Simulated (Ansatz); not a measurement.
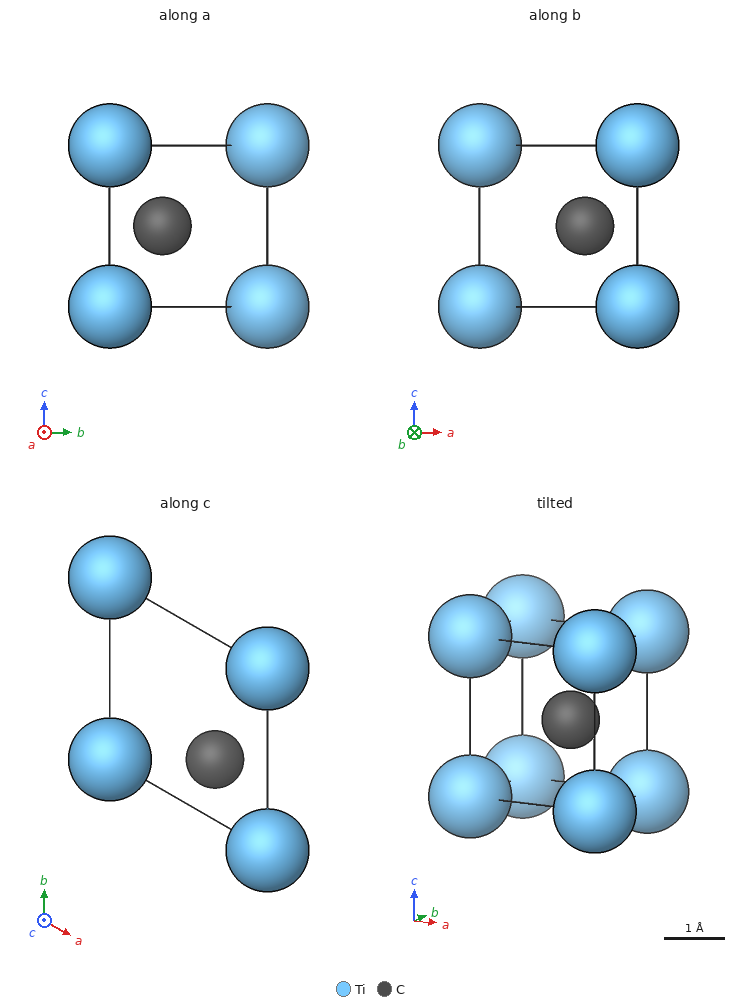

A spheres-only picture of a crystal structure, seen along the a axis, along the b axis, along the c axis and slightly off an axis. Lines trace the edges of the conventional unit cell.

Lattice parameters: a = 3.042 Å, b = 3.042 Å, c = 2.698 Å, α = 90.00°, β = 90.00°, γ = 120.00°.

Question: Transcribe the picture into a table of Wyckoff sites.

Answer: Space group P-6m2 (No. 187).
```json
{"atom": "Ti", "site": "1a", "x": "0.0000", "y": "0.0000", "z": "0.0000"}
{"atom": "C", "site": "1f", "x": "0.6667", "y": "0.3333", "z": "0.5000"}
```

Provenance: a structure type filled with these elements by a generator (whether the compound takes this form wasn't checked). A relaxation with DFT PBE, scalar-relativistic, plane waves, PAW (Ansatz 0.2.0) gave the geometry drawn.
